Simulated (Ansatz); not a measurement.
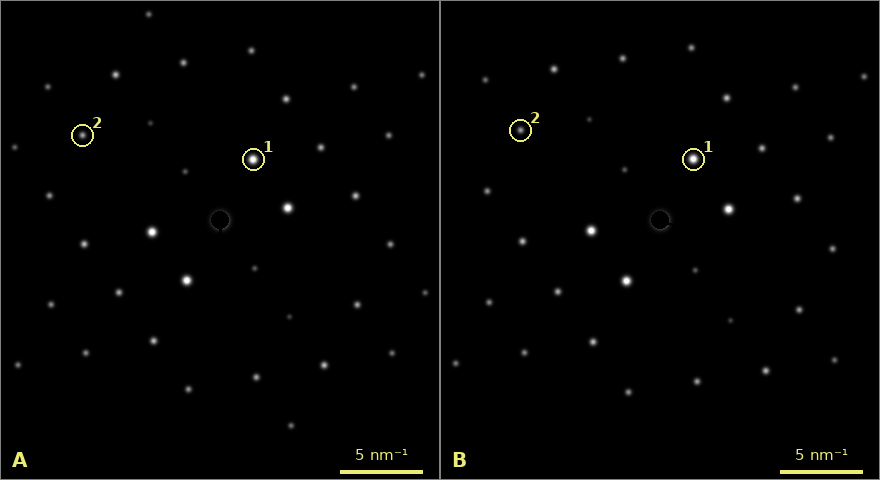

Kinematic electron diffraction patterns (200 kV, B = 0.5 Å², same scale) along [111] of the run's own cell, for the start and the end of one relaxation of TiC with DFT PBE, scalar-relativistic, plane waves, PAW (Ansatz). k mesh 12×12×9. The start is a generated model structure, and the relaxation ends in the nearest stationary point of its symmetry, not necessarily the ground state. Spot 1 is 0 -1 1 and spot 2 is 3 -2 -1 in both.

Start structure:

```
CELL_PARAMETERS angstrom
3.06361 0.00000 0.00000
-1.53181 2.65317 0.00000
0.00000 0.00000 5.00387
ATOMIC_POSITIONS crystal
Ti 0.00000 0.00000 0.00000
C 0.66667 0.33333 0.25000
Ti 0.33333 0.66667 0.50000
C 0.66667 0.33333 0.75000
```

**Which pattern belongs to the start structure, and which to the relaxed one?**

B is the start: its cell gives d(1) = 2.344 Å, d(2) = 0.983 Å and an angle of 85.9°. A is the relaxed structure, with d(1) = 2.364 Å (+0.9 %), d(2) = 1.010 Å (+2.7 %) and 87.0°.

**Summarise the relaxation behind the change.**

The volume changed by -0.1 % to 10.16 Å³ an atom; the fractional coordinates hardly changed; the space group stayed P6_3/mmc (No. 194); the free energy fell by 36 meV an atom. Relaxed cell: a = 3.158 Å, b = 3.158 Å, c = 4.706 Å, α = 90.00°, β = 90.00°, γ = 120.00°.
